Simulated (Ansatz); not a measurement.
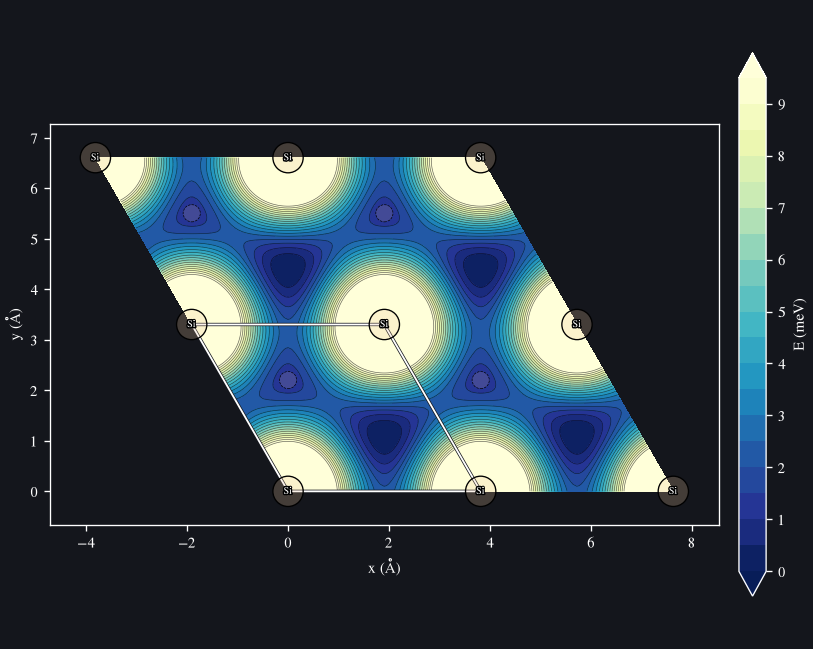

Energy landscape of N₂ on a Si(001) slab cut from the P6_3/mmc phase, its upper half relaxed before the scan (6 atoms of substrate and one adsorbate in a 1 × 1 cell). N2 is moved over the surface cell at a fixed height above a rigid substrate; the origin of the map has the adsorbate above Si6; the height is held at 3.70 Å. Places are given modulo a cell vector. The map is drawn in real space over the plane of the surface. The scan uses a 6 × 6 grid; 10 points were computed and 26 follow by symmetry. Energies: meV, counted from the lowest grid point. With one adsorbate in each 1 × 1 cell, its nearest image is 3.8 Å away, so neighbouring adsorbates interact. At a fixed height the lowest place need not be the adsorption site. These are results of DFT PBE+D3(BJ), scalar-relativistic, plane waves, PAW in Ansatz, not measurements. Settings: cutoff 420 eV, k-mesh 9×9×1, gaussian smearing 0.05 eV, no spin polarisation.

The picture shows filled contours, labelled circles for the atoms of the top layer and small ones for the second layer, the outline of one cell of the 2 × 2 shown, one colour for all values above the top of the scale. Between grid points the surface is interpolated. 

> Where are the wells?

The lowest grid point is at a threefold hollow, (4/6, 2/6) of the cell vectors. There is a further well near a threefold hollow over a second-layer Si atom, (2/6, 4/6) of the cell vectors (1.2 meV above the lowest at that grid point). The highest grid point, the top site over a surface Si atom, (0/6, 0/6) of the cell vectors, lies 18.6 meV above the lowest. On the interpolated surface the easiest way out of the lowest well to the well at a threefold hollow over a second-layer Si atom, (2/6, 4/6) of the cell vectors passes a barrier of about 2.2 meV.

Grid values (meV):

```
second ↓, first →   0/6   1/6  2/6  3/6  4/6   5/6
              5/6  14.1   8.1  2.7  2.7  8.1  14.1
              4/6   5.8   2.7  1.2  2.7  5.8   7.6
              3/6   2.1   2.7  2.7  2.1  1.8   1.8
              2/6   5.8   8.1  5.8  1.8  0.0   1.8
              1/6  14.1  14.1  7.6  1.8  1.8   7.6
              0/6  18.6  14.1  5.8  2.1  5.8  14.1
```

The input of one point:

```yaml
crystal:
  lattice:
    - [3.8155170197, 0.0, 0.0]
    - [-1.9077585099, 3.3043346676, 0.0]
    - [0.0, 0.0, 25.7913833664]
  atoms:
    - { symbol: Si, position: [0.6666666667, 0.3333333333, 0.1550905565] }
    - { symbol: Si, position: [0.3333333333, 0.6666666667, 0.1859793801] }
    - { symbol: Si, position: [0.3333333333, 0.6666666667, 0.2774751471] }
    - { symbol: Si, position: [0.6666666667, 0.3333333333, 0.3070263804] }
    - { symbol: Si, position: [0.6666666667, 0.3333333333, 0.3997350368] }
    - { symbol: Si, position: [0.3333333333, 0.6666666667, 0.4261649408] }
    - { symbol: "N", position: [1.0, 1.0, 0.5696237056] }
    - { symbol: "N", position: [1.0, 1.0, 0.6122736087] }
basis:
  ecutwfc: 420
kpoints:
  mp_grid: { grid: [9, 9, 1] }
hamiltonian:
  xc: pbe
  pseudopotentials: { kind: paw, azcp: { folder: soft_1 } }
  dispersion: d3bj
scf:
  occupations: { method: gaussian, width: 0.05 }
output:
  forces: true
  eigenvalues: true
efield:
  axis: 3
  dipole_correction: true
  ramp_width: 0.04
```

The whole map (10 points run) took 4.2 min on 1 thread of Arm Neoverse V2 (shared host).
